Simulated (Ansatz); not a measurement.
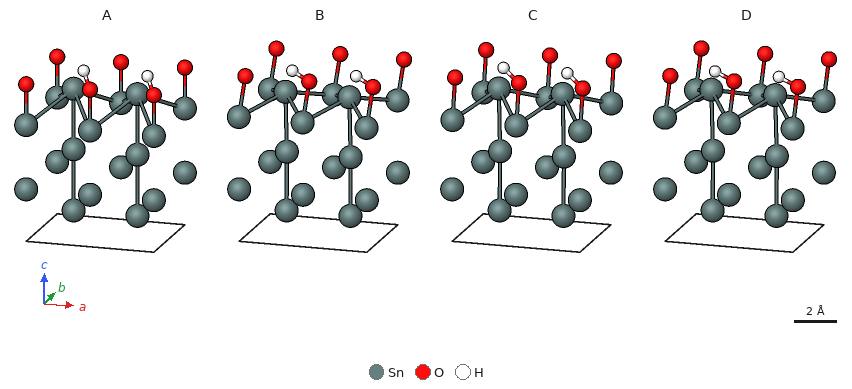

4 geometries from one constrained relaxation of a slab of composition Sn5HO (cut from the I4/mmm phase), in shuffled order. A ball-and-stick model of the 2 × 1 repeat of the cell, outlined in the plane, without the vacuum, seen slightly off an axis.

Case: OH put over a Sn atom of a lower plane. The slab is the (1 0 0) face of Sn with OH on it. 2 atoms are held fixed.

These are results of Ansatz 0.2.0, DFT PBEsol, scalar-relativistic, plane waves, PAW, not measurements. (plane-wave cutoff 420 eV; k-point mesh 9 × 6 × 1; occupations gaussian; smearing width 0.1 eV; no spin polarisation; dipole correction; atoms relaxed in a fixed cell; force threshold 0.03 eV/Å; at most 70 steps)

Put them in the order of the run, from the start to the converged end.

A, C, D, B. They are steps 0, 2, 3, 7, at +0.450 eV per cell of the calculation, +0.210 eV per cell of the calculation, +0.114 eV per cell of the calculation relative to the last. The O atom moves most: 0.54 Å at 36° to the normal (+c side). Largest moves by element: O 0.54 Å, Sn 0.40 Å, H 0.23 Å. The cell stays as it was. Near-neighbour distances that change, for instance: Sn–Sn 3.265 → 3.069 Å, Sn–Sn 3.265 → 3.110 Å, Sn–Sn 3.080 → 2.956 Å, O–Sn 2.053 → 2.110 Å. Among the angles between lasting bonds that change: Sn–O–H 155.6° → 109.9°, Sn–Sn–Sn 134.1° → 153.4°, Sn–Sn–O 67.0° → 81.8°. Over 7 geometry steps the energy falls by 0.450 eV per cell of the calculation. The largest force component goes from 0.94 to 0.016 eV/Å.

Limits of the set-up: the cell has an odd number of electrons but was run without spin polarisation; the periodic images lie only 3.2 Å apart, so the values are limited by the cell's size.
